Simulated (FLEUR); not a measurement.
## A series of single points on NaH

System: NaH (Fm-3m, 2 atoms in the cell).
Method: Kohn-Sham DFT of a periodic cell, PBE, all-electron, no spin polarisation (FLEUR MaX-R8.1 (later development tree)).

The 7 runs differ only in the geometry, by an even scaling of the cell at fixed fractional positions. The structure derives from an entry of the Crystallography Open Database.

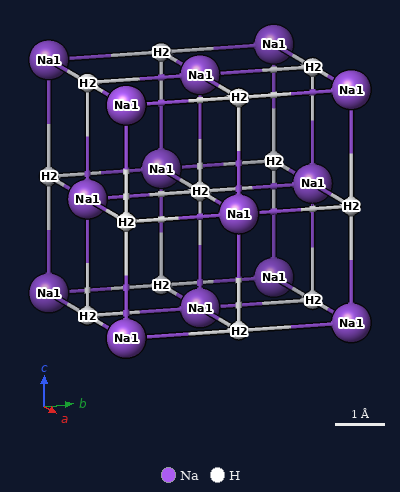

Figure 1. The structure of run 4 (ball-and-stick view of the cell 4 times as large as that of the calculation, set on its symmetry axes, seen slightly off an axis; atoms are numbered from 1 in the order of the input).

### Input of run 4
```
<?xml version="1.0" encoding="UTF-8" standalone="no"?>
<fleurInput fleurInputVersion="0.39">
   <comment>
      NaH                                                                                                 
   </comment>
   <calculationSetup>
      <cutoffs Kmax="4.1" Gmax="12.7" GmaxXC="12.7" numbands="0"/>
      <scfLoop itmax="60" minDistance="0.00001" maxIterBroyd="15" imix="Anderson" alpha="0.05" precondParam="0.0" spinf="2.0" sdNocoIR="T"/>
      <coreElectrons ctail="T" frcor="F" kcrel="0" coretail_lmax="0"/>
      <xcFunctional name="pbe" relativisticCorrections="F"/>
      <magnetism jspins="1"/>
      <soc l_soc="F" theta="0.0" phi="0.0" spav="F"/>
      <expertModes spex="0" secvar="F"/>
      <geometryOptimization l_f="T" forcealpha="1.0" forcemix="BFGS" epsdisp="0.0005" epsforce="0.0002"/>
      <ldaU l_linMix="F" mixParam="0.05" spinf="1.0"/>
   </calculationSetup>
   <cell>
      <bzIntegration valenceElectrons="10.0" mode="hist" fermiSmearingEnergy="0.00183747">
         <kPointListSelection listName="default-1"/>
         <!-- k-points included here -->
         <xi:include xmlns:xi="http://www.w3.org/2001/XInclude" href="kpts.xml"> </xi:include>
      </bzIntegration>
      <!-- symmetry operations included here -->
      <xi:include xmlns:xi="http://www.w3.org/2001/XInclude" href="sym.xml"> </xi:include>
      <bulkLattice scale="1.0">
         <bravaisMatrix>
            <row-1>    0.0000000000000000     4.6109317440239996     4.6109317440239996</row-1>
            <row-2>    4.6109317440239996     0.0000000000000000     4.6109317440239996</row-2>
            <row-3>    4.6109317440239996     4.6109317440239996     0.0000000000000000</row-3>
         </bravaisMatrix>
      </bulkLattice>
   </cell>
   <atomSpecies>
      <species name="Sodium (Na)" element="Na" atomicNumber="11">
         <mtSphere radius="2.48" gridPoints="847" logIncrement="0.013"/>
         <atomicCutoffs lmax="10" lnonsphr="8"/>
         <electronConfig flipSpins="F">
            <coreConfig>(1s1/2)</coreConfig>
            <valenceConfig>(2s1/2) (2p1/2) (2p3/2) (3s1/2)</valenceConfig>
            <stateOccupation state="(3s1/2)" spinUp="0.500000" spinDown="0.500000"/>
         </electronConfig>
         <energyParameters s="3" p="2" d="3" f="4"/>
         <lo type="SCLO" l="0" n="2" eDeriv="0"/>
         <lo type="HELO" l="1" n="3" eDeriv="0"/>
         <lo type="HELO" l="1" n="3" eDeriv="1"/>
         <lo type="SCLO" l="2" n="3" eDeriv="2"/>
         <lo type="SCLO" l="3" n="4" eDeriv="2"/>
      </species>
      <species name="Hydrogen (H)" element="H" atomicNumber="1">
         <mtSphere radius="1.66" gridPoints="565" logIncrement="0.015"/>
         <atomicCutoffs lmax="8" lnonsphr="6"/>
         <electronConfig flipSpins="F">
            <coreConfig></coreConfig>
            <valenceConfig>(1s1/2)</valenceConfig>
            <stateOccupation state="(1s1/2)" spinUp="0.500000" spinDown="0.500000"/>
         </electronConfig>
         <energyParameters s="1" p="2" d="3" f="4"/>
         <lo type="SCLO" l="0" n="1" eDeriv="2"/>
         <lo type="SCLO" l="1" n="2" eDeriv="2"/>
      </species>
   </atomSpecies>
   <atomGroups>
      <atomGroup species="Sodium (Na)">
         <relPos label="                   1">.0000000000 .0000000000 .0000000000</relPos>
         <force calculate="T" relaxXYZ="TTT"/>
      </atomGroup>
      <atomGroup species="Hydrogen (H)">
         <relPos label="                   2">1.000/2.000 1.000/2.000 1.000/2.000</relPos>
         <force calculate="T" relaxXYZ="TTT"/>
      </atomGroup>
   </atomGroups>
   <output dos="F" band="F" slice="F">
      <checks vchk="F" cdinf="F"/>
      <bandDOS minEnergy="-.5*Htr" maxEnergy="0.5*Htr" sigma="0.015" storeEVData="T"/>
      <vacuumDOS vacdos="F" integ="F" star="F" nstars="0" locx1="0.0" locy1="0.0" locx2="0.0" locy2="0.0" nstm="0" tworkf="0.0"/>
      <unfoldingBand unfoldBand="F" supercellX="1" supercellY="1" supercellZ="1"/>
      <plotting iplot="0" polar="F">
         <plot TwoD="T" vec1="  1.0  0.0  0.0" vec2="  0.0  1.0  0.0" vec3="  0.0  0.0  1.0" zero="  0.0  0.0  0.0" file="plot"/>
      </plotting>
      <chargeDensitySlicing numkpt="0" minEigenval="0.0" maxEigenval="0.0" nnne="0" pallst="F"/>
      <specialOutput eonly="F"/>
      <moessbauerParams electricFieldGradient="T" isomerShift="T" coreHyperfine="T" valenceHyperfine="T"/>
      <magneticCircularDichroism mcd="F" energyLo="-10.0" energyUp="0.0"/>
   </output>
  <!-- We include the file relax.xml here to enable relaxations (see documentation) -->
  <xi:include xmlns:xi="http://www.w3.org/2001/XInclude" href="relax.xml"> <xi:fallback/> </xi:include>
</fleurInput>
```

Command:
```bash
inpgen -f crystal.txt -profile fastHighL; fleur_MPI
```

Lattice vectors (Å) and fractional positions of run 4:
```
   0.000000    2.440000    2.440000
   2.440000    0.000000    2.440000
   2.440000    2.440000    0.000000
Na  0.000000  0.000000  0.000000
H   0.500000  0.500000  0.500000
```

Run 5 has the same physical settings and fractional positions; its lattice vectors (Å) are:
```
   0.000000    2.456159    2.456159
   2.456159    0.000000    2.456159
   2.456159    2.456159    0.000000
```

### Results, with one run withheld

| run | volume per atom (Å³) | free energy per atom, from the lowest run given (meV) | gap on the mesh (eV) |
| --- | --- | --- | --- |
| 1 | 13.655 | 1.06 | 4.13 |
| 2 | 13.946 | 0.07 | 4.09 |
| 3 | 14.236 | 0.00 | 4.05 |
| 4 | 14.527 | 0.76 | 4.01 |
| 5 | 14.817 | ? | ? |
| 6 | 15.108 | 4.47 | 3.94 |
| 7 | 15.398 | 7.29 | 3.90 |

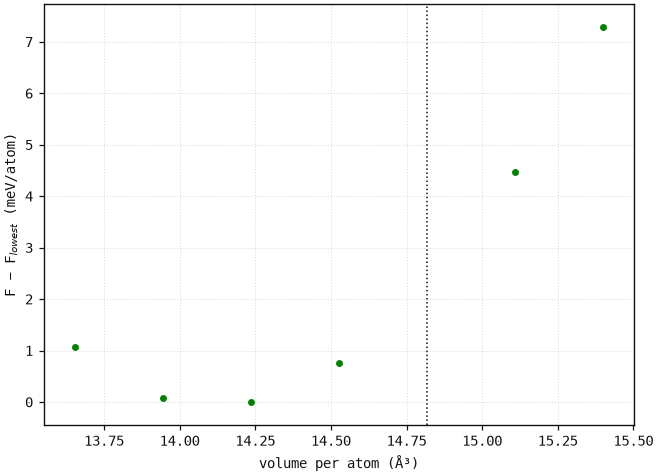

Figure 2. Free energy per atom of the runs given; the dotted line marks run 5.

Fit the runs given and predict run 5.

A cubic polynomial in V^(−2/3) (the Birch–Murnaghan form), fitted to the 6 runs given, misses them by under 0.01 meV per atom. With x = V^(−2/3) − 0.16851 Å⁻², it reads F = 0.50238 − 426.46 x + 78876 x² − 78593 x³ (meV per atom). At run 5 it gives 2.27 meV per atom, and the run itself gives 2.27. The fit has its minimum at 14.114 Å³ per atom, where V d²F/dV² gives 23.1 GPa: the bulk modulus at this level, since symmetry fixes the shape and the positions. The gap on the mesh goes, without turning, from 4.13 eV in run 1 to 3.90 eV in run 7; run 5 has 3.98 eV. These are gaps of this functional on this mesh, which can miss the band edges; they aren't the measured gap.

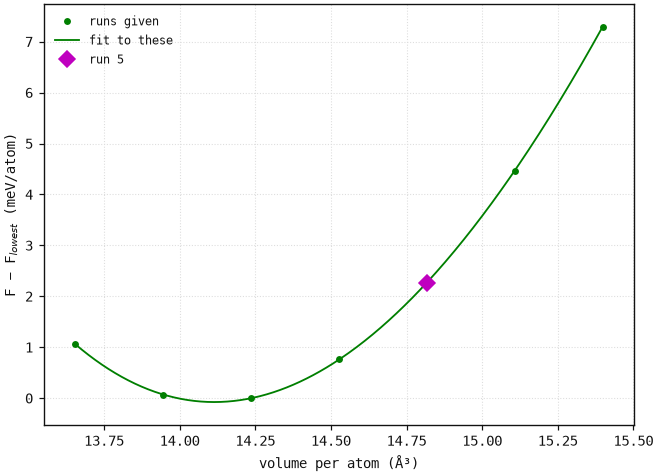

Figure 3. The fit and the withheld run.

### End of the output (run 5)
```
[...]

 Iteration:     7   Distance:       0.06219736 me/bohr^3
Nuclear radius smaller than smallest radial mesh point for atom type 2 -- skipping its core isomer shift
Nuclear radius smaller than smallest radial mesh point for atom type 2 -- skipping its isomer shift

 Iteration:     8   Distance:       0.00737605 me/bohr^3
Nuclear radius smaller than smallest radial mesh point for atom type 2 -- skipping its core isomer shift
Nuclear radius smaller than smallest radial mesh point for atom type 2 -- skipping its isomer shift

 Iteration:     9   Distance:       0.00378287 me/bohr^3
Nuclear radius smaller than smallest radial mesh point for atom type 2 -- skipping its core isomer shift
Nuclear radius smaller than smallest radial mesh point for atom type 2 -- skipping its isomer shift

 Iteration:    10   Distance:       0.00179202 me/bohr^3
Nuclear radius smaller than smallest radial mesh point for atom type 2 -- skipping its core isomer shift
Nuclear radius smaller than smallest radial mesh point for atom type 2 -- skipping its isomer shift

 Iteration:    11   Distance:       0.00109450 me/bohr^3
Nuclear radius smaller than smallest radial mesh point for atom type 2 -- skipping its core isomer shift
Nuclear radius smaller than smallest radial mesh point for atom type 2 -- skipping its isomer shift

 Iteration:    12   Distance:       0.00005506 me/bohr^3
Nuclear radius smaller than smallest radial mesh point for atom type 2 -- skipping its core isomer shift
Nuclear radius smaller than smallest radial mesh point for atom type 2 -- skipping its isomer shift

 Iteration:    13   Distance:       0.00001347 me/bohr^3
Nuclear radius smaller than smallest radial mesh point for atom type 2 -- skipping its core isomer shift
Nuclear radius smaller than smallest radial mesh point for atom type 2 -- skipping its isomer shift

 Iteration:    14   Distance:       0.00000296 me/bohr^3

 ********************************************************************
 Run finished successfully
 Stop message:
   all done
 ********************************************************************
```
